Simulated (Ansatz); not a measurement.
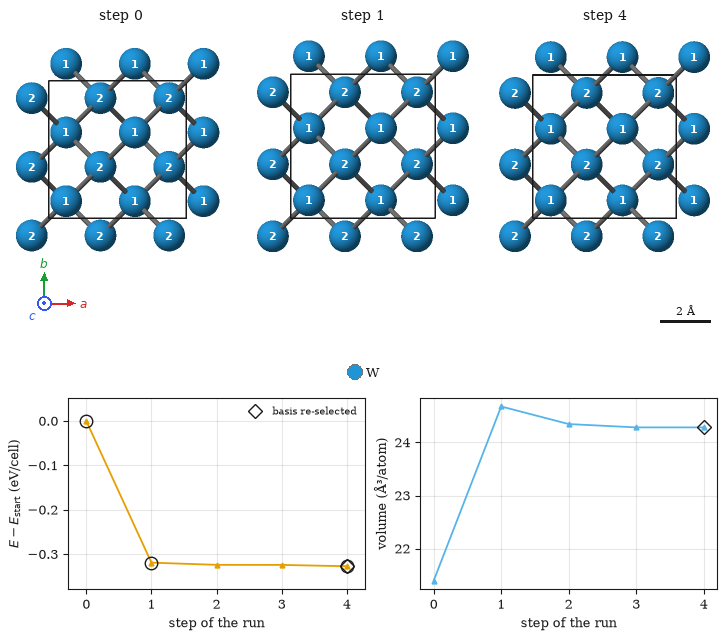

Frames of a relaxation of solid W (a generated structure, set up in Fd-3m), marked on the history of the run. Style: ball-and-stick. Shown: the conventional cell (4 times the calculation's cell), along the c axis. Lengths and directions refer to the drawn axes.

Phase: diamond.

Level of theory: DFT, r2SCAN, plane waves (500 eV) with PAW, scalar-relativistic in Ansatz.

Input
```yaml
crystal:
  lattice:
    - [0.0, 2.7760741367, 2.7760741367]
    - [2.7760741367, 0.0, 2.7760741367]
    - [2.7760741367, 2.7760741367, 0.0]
  atoms:
    - { symbol: W, position: [0.125, 0.125, 0.125] }
    - { symbol: W, position: [0.875, 0.875, 0.875] }
hamiltonian:
  xc: r2scan
  pseudopotentials:
    kind: paw
    azcp:
      W: "pseudopotentials/W.paw.azcp"
basis:
  ecutwfc: 500
  fft_grid_basis: typed
kpoints:
  mp_grid: { grid: [10, 10, 10], shift: [0, 0, 0] }
magnetization:
  spin_polarized: false
scf:
  occupations: { method: fermi_dirac, width: 0.1 }
relax:
  max_steps: 60
  f_tol: 0.01
  cell: {}
```

Launched with:
```bash
ansatz run input.yaml --threads 1 --pin off --max-ram 3584MiB --backend cpu --events-out ev --progress --plain --runs-dir out
```

Q: Describe the path.

A: No atom moves by more than 0.005 Å relative to the cell. Cell: a = b = c 5.552 → 5.792 Å (+4.3 %). Volume +13.5 %. Near-neighbour distances that change, for instance: W1–W2 2.404 → 2.508 Å. The space group stays Fd-3m (No. 227). Over 3 accepted moves (4 points after the start) the energy falls by 0.327 eV per cell of the calculation. All forces vanish by symmetry, so only the cell relaxes. Pressure: 19.99 GPa at the start and 0.04 GPa at the end. At 1 point the geometry stayed and the basis and grid were re-selected for the new cell (energy shift of 2.9 meV per cell of the calculation at most each time). From step 0 to 1: volume +15.3 %, energy −0.319 eV per cell of the calculation. From step 1 to 4: volume −1.6 %, energy −8.1 meV per cell of the calculation.

| step | E − E(0), meV/atom | pressure, GPa | volume, Å³/atom | note |
| --- | --- | --- | --- | --- |
| 0 | 0.00 | 19.99 | 21.394 |  |
| 1 | -159.54 | -1.95 | 24.678 |  |
| 2 | -162.02 | -0.31 | 24.346 |  |
| 3 | -162.11 | 0.01 | 24.283 |  |
| 4 | -163.58 | 0.04 | 24.283 | same geometry, new basis |
